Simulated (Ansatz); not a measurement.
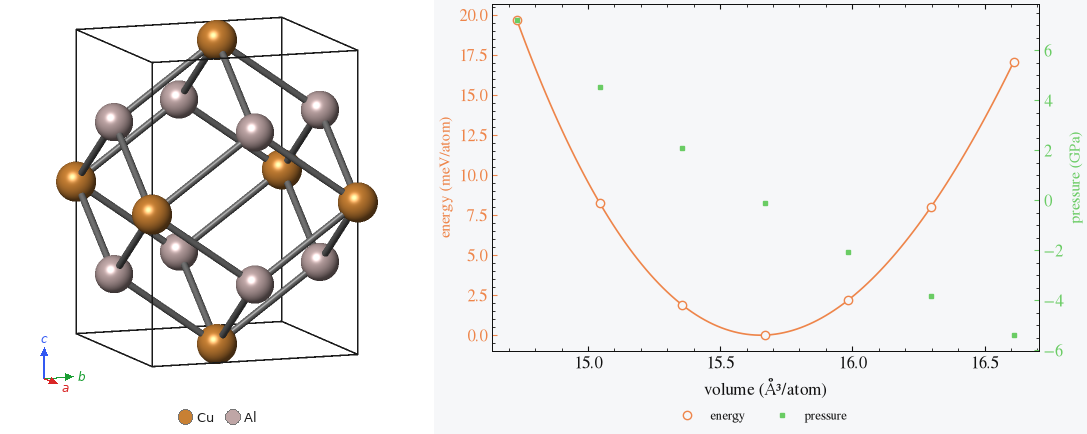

The figure shows the energy and pressure against volume for Al₂Cu, space group I4/mmm (No. 139). The conventional cell is drawn beside the plot.

Cell as given: a = 4.046 Å, b = 4.046 Å, c = 4.046 Å, α = 119.77°, β = 119.77°, γ = 90.41°; 3 atoms.

Calculation (Ansatz 0.2.0): all-electron LAPW DFT, no spin polarisation; energies at scaled volumes of the given cell, shape and fractions fixed, counted from the fit's minimum, third-order Birch-Murnaghan fit. Level: PBEsol.

k mesh 9×9×9; occupations Fermi–Dirac; smearing width 0.05 eV; potentials all electron LAPW, scalar relativistic; program settings basis error eV/atom 0.001.

Give the fitted equation-of-state parameters.

Answer. A third-order Birch–Murnaghan fit gives V0 = 15.65 Å³/atom, B0 = 104 GPa and B′ = 4.4.

Read off the course of the pressure.

Answer. It falls from 7.23 GPa at volume 14.73 Å³/atom to −5.40 GPa at 16.61 Å³/atom, and changes sign near 15.65 Å³/atom.

Caveats: shape and atomic fractions are frozen while scaling, which makes layered, chain and framework solids too stiff.

The computed values:

```csv
volume (Å³/atom),energy (meV/atom),pressure (GPa)
14.73,19.70,7.23
15.04,8.27,4.52
15.36,1.88,2.08
15.67,0.00,-0.11
15.98,2.19,-2.07
16.30,8.00,-3.83
16.61,17.07,-5.40
```
